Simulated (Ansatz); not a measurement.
System: VO₂ (slab).

Input

```
crystal:
  lattice:
    - [2.8383680537, 0.0, 0.0]
    - [0.0, 6.4821129199, 0.0]
    - [0.0, 0.0, 27.3161072223]
  atoms:
    - { symbol: O, position: [0.0, 0.0, 0.2745632802] }
    - { symbol: V, position: [0.0, 0.5, 0.3220249814], spin: 0.92 }
    - { symbol: V, position: [0.5, 0.0, 0.3220249814], spin: 0.92 }
    - { symbol: O, position: [0.5, 0.2999928515, 0.3220249814] }
    - { symbol: O, position: [0.5, 0.7000071485, 0.3220249814] }
    - { symbol: O, position: [0.0, 0.0, 0.3694866827] }
    - { symbol: O, position: [0.0, 0.5, 0.3932132925] }
    - { symbol: V, position: [0.0, 0.0, 0.4406749938], spin: 0.92 }
    - { symbol: V, position: [0.5, 0.5, 0.4406749938], spin: 0.92 }
    - { symbol: O, position: [0.5, 0.7999928515, 0.4406749938] }
    - { symbol: O, position: [0.5, 0.2000071485, 0.4406749938] }
    - { symbol: O, position: [0.0, 0.5, 0.4881366951] }
    - { symbol: O, position: [0.0, 0.0, 0.5118633049] }
    - { symbol: V, position: [0.0, 0.5, 0.5593250062], spin: 0.92 }
    - { symbol: V, position: [0.5, 0.0, 0.5593250062], spin: 0.92 }
    - { symbol: O, position: [0.5, 0.2999928515, 0.5593250062] }
    - { symbol: O, position: [0.5, 0.7000071485, 0.5593250062] }
    - { symbol: O, position: [0.0, 0.0, 0.6067867075] }
    - { symbol: O, position: [0.0, 0.5, 0.6305133173] }
    - { symbol: V, position: [0.0, 0.0, 0.6779750186], spin: 0.92 }
    - { symbol: V, position: [0.5, 0.5, 0.6779750186], spin: 0.92 }
    - { symbol: O, position: [0.5, 0.7999928515, 0.6779750186] }
    - { symbol: O, position: [0.5, 0.2000071485, 0.6779750186] }
    - { symbol: O, position: [0.0, 0.5, 0.7254367198] }
basis:
  ecutwfc: 420
kpoints:
  mp_grid: { grid: [12, 6, 1] }
hamiltonian:
  xc: pbe
scf:
  occupations: { method: gaussian, width: 0.1 }
output:
  forces: true
  eigenvalues: true
  populations: true
  write_density: true
  write_potential: true
  elf: true
  volumetric_format: npy
magnetization:
  spin_polarized: true
relax:
  adjacent_minimum: "off"
  f_tol: 0.02
  max_steps: 60
efield:
  axis: 3
  dipole_correction: true
  ramp_width: 0.04
checkpoint:
  read: start.run
  write: ck
  compress: false
  write_wavefunctions: false
  write_every: 100000
```

Launched as:

```sh
ansatz run input.yaml --threads 4 --pin off --max-ram 8192MiB --backend cpu --events-out ev --progress --plain --runs-dir out
```

The fields are those of the relaxed geometry.

Spin-polarised.

Method: DFT PBE, scalar-relativistic, plane waves, PAW in Ansatz.

What will maps of the valence pseudo-density, electron localisation function and spin density show?

Answer. V–O (1.73 Å): the density is about 1.3 e/Å³ at the midpoint; the ELF peaks at about 0.80 in the valence shell of O, 0.5 Å from its nucleus, and is about 0.30 at the midpoint (no localised pair shows between them).
V–O (1.82 Å): ρ at the midpoint is about 0.98 e/Å³; the ELF peaks at about 0.80 in the valence shell of O, 0.6 Å from its nucleus, and is about 0.25 at the midpoint: no shared electron pair shows on this line.
The spin density sits on V: +0.9 μB (×2) and +0.7 μB (×6) in one cell of 24 atoms, with smaller moments on O (up to −0.09 μB): parallel main moments (a ferromagnetic arrangement) in this solution. The cell of the calculation (24 atoms) carries 8.0 μB of net spin moment.

Does the calculation give a band gap?

Answer. It is metallic or semimetallic at this level of theory: no gap opens.

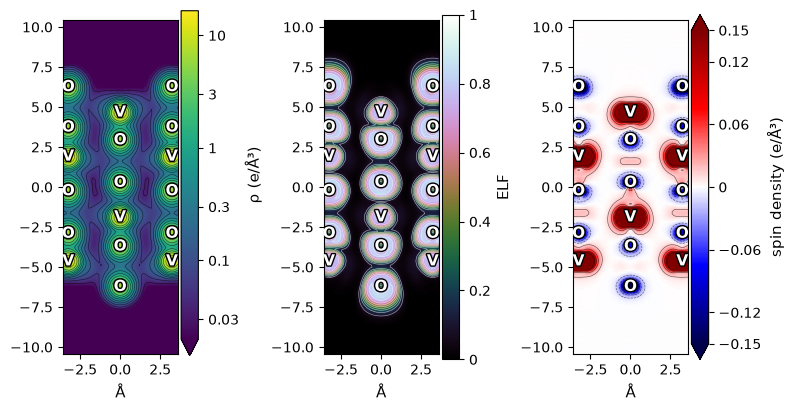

Computed valence pseudo-density, electron localisation function and spin density on the (100) plane of the calculation cell, a cut from vacuum to vacuum, in this order. 

In a PAW calculation such maps are meaningful between the atoms, not at the nuclei.
